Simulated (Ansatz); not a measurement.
**Run report: Ti, single-point calculation**

- system: Ti (slab, 3 atoms in the cell)
- method: DFT PBE, scalar-relativistic, plane waves, PAW, PAW set soft_1, no spin polarisation (Ansatz 0.2.0)

The structure derives from an entry of the Crystallography Open Database. Figures and captions count atoms from 1; the log counts them from 0 in places.

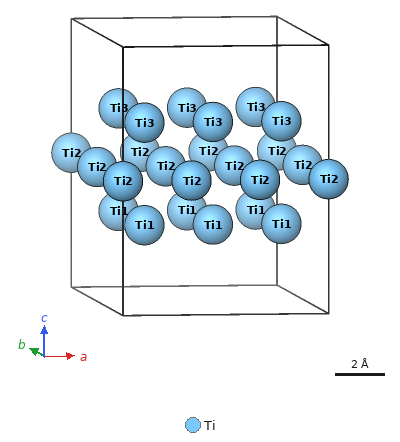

The input geometry (spheres-only view of the 3 × 2 repeat of the cell, with the vacuum cut short, seen slightly off an axis; atoms are numbered from 1 in the order of the input). An atom can appear more than once, as a periodic image.

Input:
```yaml
crystal:
  lattice:
    - [2.8192036097, 0.0, 0.0]
    - [-0.9397345366, 2.6579706532, 0.0]
    - [0.0, 0.0, 21.3263781265]
  atoms:
    - { symbol: Ti, position: [0.5, 0.5, 0.1875611497] }
    - { symbol: Ti, position: [0.0, 0.0, 0.2892850622] }
    - { symbol: Ti, position: [0.5, 0.5, 0.3904262635] }
basis:
  ecutwfc: 420
kpoints:
  mp_grid: { grid: [10, 10, 1] }
hamiltonian:
  xc: pbe
  pseudopotentials: { kind: paw, azcp: { folder: soft_1 } }
scf:
  occupations: { method: gaussian, width: 0.1 }
output:
  forces: true
  eigenvalues: true
efield:
  axis: 3
  dipole_correction: true
  ramp_width: 0.04
```

Launch command:
```bash
ansatz run input.yaml --threads 1 --pin off --max-ram 3072MiB --backend cpu --events-out ev --progress --plain --runs-dir out
```

Output:
```
Engine: ansatz 0.2.0, aarch64-unknown-linux-gnu
Pseudopotentials: kind: paw
Pseudopotential: Ti, paw, valence charge 12, recommended cutoff 420 eV (normal), [file]
Functional definition: PBE
  parameter kappa = 0.804
  parameter beta = 0.06672455060314922
  exchange = pbe_x(kappa = kappa, mu = beta*pi^2/3)
  correlation = pbe_c(beta = beta)
Crystal: 3 atoms, lattice volume = 159.806 Å³
Basis set: ecut = 420 eV, 3149 PW (Γ), exchange–correlation on 40×40×288 points (8 copies of the dense FFT grid, shifted against one another)
Bands: 22, of which v1, the nominal top of the filled ones, is band 18 counted from 1 (17 counted from 0)
Symmetry: 4 space group operations
Space group: Cmm2 (ITA 35), of the structure as read, at distance tolerance 5.4e-5 Å
k-points: 31 of 100
Non-local potential: Ti, projectors of the file, l = 0: 3, l = 1: 2, l = 2: 3, l = 3: 1
PAW form: soft (Blöchl's): semilocal exchange-correlation on the pseudo side does not see the compensation charge
PAW one-centre angular grid: Ti, 590 points (default); XC on 64 Gauss nodes
Initial density: superposition of atomic densities (neutral atoms: chi_scale 0, normalization atom)
Initial wavefunctions: pseudopotential atomic-orbital guess
Functional: x = pbe(κ = 0.804, μ = 0.2195149727645171), c = pbe(β = 0.06672455060314922)
SCF iter   1: F=—  HF=-7501.244255 eV  |F-HF|=—  |Δ(HF+E_count)|=         —  Δρ=6.20e-2  dr2=4.88e1  ethr=3.10e-3  p=-0.000 e·Å  D=-3.03e-7 V/Å  ΔV_dip=0.00 eV  dr2_dipole=2.46e-3  V_vac-E_F(+/−)=8.28/8.28 eV  ⟨swp⟩=8.1  Hψ=3673  notcnv=0
efield: sawtooth ramp at fractional position 0.7690 (placed from the atoms, in the widest stretch of the axis that holds none; the zero of the levels goes with the place), width 0.0400; the density the first Hamiltonian is built on has a dipole p = -0.000 e·Å; the dipole correction subtracts the counter field D = -3.03e-7 V/Å, which shifts the + side's vacuum level by +0.00 eV against the − side's; the planar-averaged density in the ramp window peaks in size at 6.0e-7 e/Å³
preconditioner: auto → LDOS  [metal: Δε(μ)=0.027 eV  Ē_g=2.987 eV  σ=0.100 eV  W_gap=0.15  n_scr=14 (ndim 8)  ℏωp=10.2 eV  f_vac=0.578  D(μ)=2.55/eV (n_scr^D=10)  β→1.0]
SCF iter   2: F=—  HF=-7517.698771 eV  |F-HF|=—  |Δ(HF+E_count)|=    1.65e1  Δρ=1.12e-1  dr2=6.89e2  ethr=3.10e-3  p=0.004 e·Å  D=4.68e-3 V/Å  ΔV_dip=-0.10 eV  dr2_dipole=1.89e-1  V_vac-E_F(+/−)=-3.04/-2.94 eV  ⟨swp⟩=12.0  Hψ=6480  notcnv=0  defer=2  recentre
SCF iter   3: F=—  HF=-7498.285627 eV  |F-HF|=—  |Δ(HF+E_count)|=    1.94e1  Δρ=2.83e-2  dr2=1.47e1  ethr=3.10e-3  p=0.001 e·Å  D=1.41e-3 V/Å  ΔV_dip=-0.03 eV  dr2_dipole=1.14e-3  V_vac-E_F(+/−)=7.11/7.13 eV  ⟨swp⟩=8.7  Hψ=4223  notcnv=1  defer=10
SCF iter   4: F=—  HF=-7497.300055 eV  |F-HF|=—  |Δ(HF+E_count)|=   9.86e-1  Δρ=8.11e-3  dr2=1.34e0  ethr=3.10e-3  p=-0.008 e·Å  D=-8.56e-3 V/Å  ΔV_dip=0.18 eV  dr2_dipole=1.00e-3  V_vac-E_F(+/−)=9.68/9.54 eV  ⟨swp⟩=5.9  Hψ=1815  notcnv=0  defer=9
SCF iter   5: F=—  HF=-7497.243856 eV  |F-HF|=—  |Δ(HF+E_count)|=   5.62e-2  Δρ=4.93e-3  dr2=5.00e-1  ethr=3.10e-3  p=-0.009 e·Å  D=-9.65e-3 V/Å  ΔV_dip=0.21 eV  dr2_dipole=7.94e-4  V_vac-E_F(+/−)=9.63/9.47 eV  ⟨swp⟩=2.8  Hψ=1016  notcnv=0  defer=1
SCF iter   6: F=—  HF=-7497.148885 eV  |F-HF|=—  |Δ(HF+E_count)|=   9.50e-2  Δρ=3.04e-3  dr2=3.91e-1  ethr=1.39e-3  p=-0.006 e·Å  D=-6.95e-3 V/Å  ΔV_dip=0.15 eV  dr2_dipole=1.26e-4  V_vac-E_F(+/−)=8.33/8.22 eV  ⟨swp⟩=1.7  Hψ=803  notcnv=0
SCF iter   7: F=—  HF=-7497.104252 eV  |F-HF|=—  |Δ(HF+E_count)|=   4.46e-2  Δρ=2.29e-3  dr2=1.63e-1  ethr=1.09e-3  p=-0.005 e·Å  D=-5.90e-3 V/Å  ΔV_dip=0.13 eV  dr2_dipole=9.71e-6  V_vac-E_F(+/−)=7.63/7.54 eV  ⟨swp⟩=2.1  Hψ=774  notcnv=0
SCF iter   8: F=—  HF=-7497.059416 eV  |F-HF|=—  |Δ(HF+E_count)|=   4.48e-2  Δρ=1.62e-3  dr2=6.20e-2  ethr=4.52e-4  p=-0.003 e·Å  D=-3.61e-3 V/Å  ΔV_dip=0.08 eV  dr2_dipole=3.79e-7  V_vac-E_F(+/−)=6.51/6.46 eV  ⟨swp⟩=1.9  Hψ=766  notcnv=0  defer=1
SCF iter   9: F=—  HF=-7497.040878 eV  |F-HF|=—  |Δ(HF+E_count)|=   1.85e-2  Δρ=9.85e-4  dr2=2.71e-2  ethr=1.72e-4  p=-0.002 e·Å  D=-1.76e-3 V/Å  ΔV_dip=0.04 eV  dr2_dipole=2.39e-4  V_vac-E_F(+/−)=5.66/5.63 eV  ⟨swp⟩=1.6  Hψ=719  notcnv=0
SCF iter  10: F=—  HF=-7497.033684 eV  |F-HF|=—  |Δ(HF+E_count)|=   7.19e-3  Δρ=5.26e-4  dr2=5.85e-4  ethr=7.52e-5  p=0.000 e·Å  D=4.29e-4 V/Å  ΔV_dip=-0.01 eV  dr2_dipole=5.53e-6  V_vac-E_F(+/−)=4.30/4.31 eV  ⟨swp⟩=2.4  Hψ=837  notcnv=0
SCF iter  11: F=—  HF=-7497.033687 eV  |F-HF|=—  |Δ(HF+E_count)|=   3.40e-6  Δρ=2.83e-4  dr2=6.42e-4  ethr=1.62e-6  p=0.000 e·Å  D=1.53e-4 V/Å  ΔV_dip=-0.00 eV  dr2_dipole=4.88e-7  V_vac-E_F(+/−)=4.34/4.34 eV  ⟨swp⟩=2.8  Hψ=1245  notcnv=0
SCF iter  12: F=—  HF=-7497.033656 eV  |F-HF|=—  |Δ(HF+E_count)|=   3.12e-5  Δρ=6.78e-5  dr2=2.42e-5  ethr=1.62e-6  p=-0.000 e·Å  D=-7.72e-5 V/Å  ΔV_dip=0.00 eV  dr2_dipole=3.83e-7  V_vac-E_F(+/−)=4.37/4.37 eV  ⟨swp⟩=1.8  Hψ=745  notcnv=0
SCF iter  13: F=—  HF=-7497.033676 eV  |F-HF|=—  |Δ(HF+E_count)|=   1.98e-5  Δρ=2.70e-5  dr2=1.20e-6  ethr=6.72e-8  p=-0.000 e·Å  D=-1.55e-4 V/Å  ΔV_dip=0.00 eV  dr2_dipole=2.72e-9  V_vac-E_F(+/−)=4.37/4.36 eV  ⟨swp⟩=2.4  Hψ=883  notcnv=0
SCF iter  14: F=—  HF=-7497.033677 eV  |F-HF|=—  |Δ(HF+E_count)|=   1.33e-6  Δρ=1.35e-5  dr2=2.86e-7  ethr=3.33e-9  p=-0.000 e·Å  D=-1.96e-4 V/Å  ΔV_dip=0.00 eV  dr2_dipole=4.17e-9  V_vac-E_F(+/−)=4.37/4.36 eV  ⟨swp⟩=2.6  Hψ=1029  notcnv=0
SCF iter  15: F=-7497.033677 eV  HF=-7497.033677 eV  |F-HF|=1.79e-8  |Δ(HF+E_count)|=   4.86e-8  Δρ=5.78e-6  dr2=6.15e-8  ethr=2.78e-10  p=-0.000 e·Å  D=-2.17e-4 V/Å  ΔV_dip=0.00 eV  dr2_dipole=2.10e-9  V_vac-E_F(+/−)=4.37/4.36 eV  ⟨swp⟩=14.2  Hψ=4871  notcnv=0
SCF 1 converged in 15 iterations: F = -7497.033677 eV  dr2 = 6.15e-8
  greatest PAW one-centre occupation: 0.999 electrons in one spin orbital (limit 2), on the Ti atom at site 1 (counted from 0), in its partial waves of l = 0
```

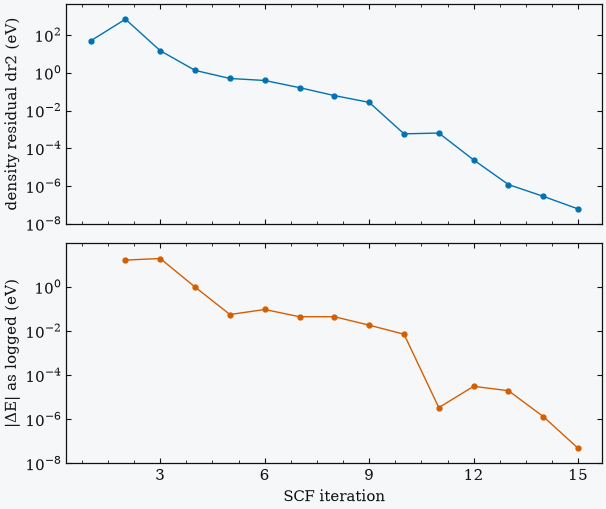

Convergence of the self-consistent field: density residual dr2 and size of the energy change against the SCF iteration. The residual comes down, with one marked jump up, by a factor of about 15, at step 2.

```
SCF converged after 15 iterations
Free energy (F): -7497.033677 eV
Harris-Foulkes:  -7497.033677 eV  (|F-HF|=1.79e-8)
Internal energy: -7496.989653 eV  (E = F + TS)
E sigma→0 (E₀):  -7497.011665 eV
Entropy (-TS):   -0.044024 eV (-14.675 meV/atom)
Fermi energy:    1.471662 eV
Dipole field:    D = -0.000148 V/Å  (p = -0.000130 e·Å, saw-weighted, corrected)
Work function:   Φ+ = 4.3652 eV   Φ− = 4.3620 eV
Levels:          The Fermi level and band energies are counted from a zero that moves with the ramp; work functions are not
--- Per-component energies (eV) ---
  E_band       = -889.658783
  E_kinetic    = 845.293402
  E_local      = -30300.634716  (includes V_loc(G=0)·N_el)
  E_nonlocal   = 183.720975
  E_hartree    = 14670.191498
  E_xc         = -346.914273
  E_vxc        = -434.237920  (∫ρ·V_xc dr)
  E_paw        = -3127.974645  (= ΣΔE_a)
  E_vpaw       = -524.188067  (= ΣTr[D̂ρ^β])
  E_aug_tail   = -0.000232  (compensation charges beyond the density's cutoff)
  E_efield     = 0.000000  (sawtooth field / dipole correction)
  E_vefield    = 0.000011  (∫n·V_field dr)
  E_ewald      = 10579.328338
  E_smearing   = -0.044024  (= −TS)
  E_closure    = 0.000000  (closes the sum)
  Σ components = -7497.033677   (vs F -7497.033677, Δ=0.00e0)
--- Forces (eV/Å), atoms counted from 1 ---
  atom   1  Ti     0.00000000     0.00000000     0.01168356
  atom   2  Ti    -0.00000000    -0.00000000    -0.02635834
  atom   3  Ti     0.00000000     0.00000000     0.01453597
  max |Σ_I F_I| component: 1.39e-4 eV/Å
--- Band table (eV; the first three rows and the last of 31) ---
  k-point 0: bands = ["-55.1505", "-55.1354", "-54.7003", "-31.6332", "-31.4762", "-31.2008", "-31.1681", "-31.0510", "-31.0434", "-30.8286", "-30.7137", "-30.6961", "-3.8953", "-2.4951", "-1.2735", "1.0633", "1.3774", "1.5056", "1.5401", "2.4037", "2.5769", "2.5900"]
  k-point 1: bands = ["-55.1430", "-55.1287", "-54.6949", "-31.6180", "-31.4795", "-31.2241", "-31.2069", "-31.0745", "-31.0669", "-30.8209", "-30.7497", "-30.7062", "-3.6435", "-2.2557", "-1.0472", "1.0690", "1.3824", "1.5130", "1.5408", "2.3509", "2.4514", "2.5618"]
  k-point 2: bands = ["-55.1234", "-55.1112", "-54.6809", "-31.5795", "-31.4928", "-31.3255", "-31.3117", "-31.1074", "-31.0995", "-30.8596", "-30.8115", "-30.7099", "-2.9433", "-1.6235", "-0.4554", "0.9496", "1.3944", "1.4429", "1.5004", "1.8949", "2.0551", "2.8949"]
  k-point 30: bands = ["-55.0294", "-55.0182", "-54.5893", "-31.6627", "-31.6303", "-31.4565", "-31.4488", "-31.4062", "-31.3707", "-31.2487", "-30.9432", "-30.7931", "-0.6899", "-0.5180", "-0.4129", "-0.1339", "0.6238", "1.2757", "2.6965", "2.6994", "3.3906", "3.6711"]
```

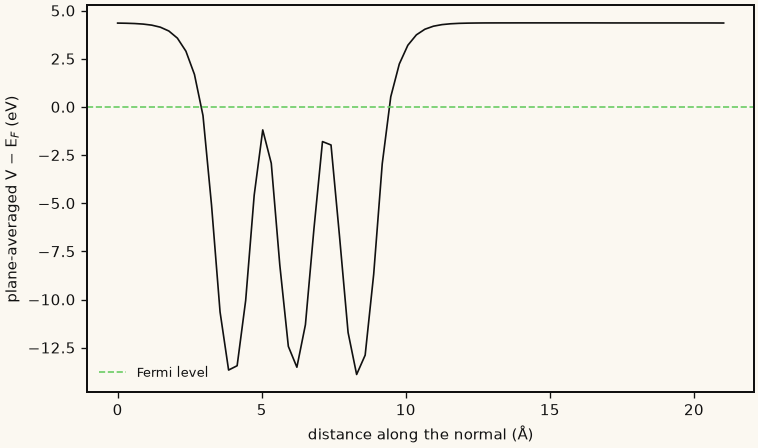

Plane average of the electrostatic potential energy of an electron across the cell, from the Fermi level. The vacuum level lies 4.37 eV above the Fermi level.

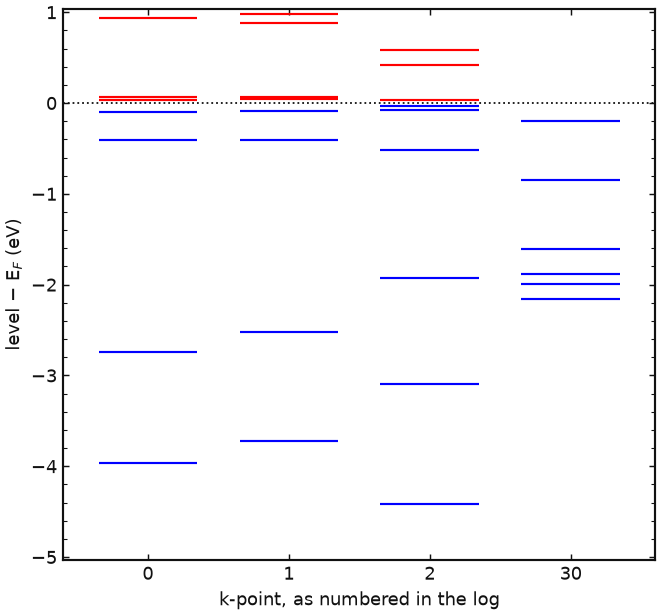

Kohn–Sham levels near the Fermi level (dotted) at the few k-points that the log prints; levels within 0.02 eV of each other stand side by side. The system is metallic on the full mesh.

Summary:

```csv
quantity,value
outcome,converged
electrons treated,36
free energy,−7497.0337 eV
"work function, top face",4.37 eV
"work function, bottom face",4.36 eV
Fermi energy,1.472 eV
gap on the k-point mesh,none (metallic)
work function (upper face),4.37 eV
largest force (length of the vector),0.026 eV/Å
hardware,"1 thread of Arm Neoverse V1, 24 GiB of memory available, shared host"
wall time,20 s
peak memory,0.35 GiB
```
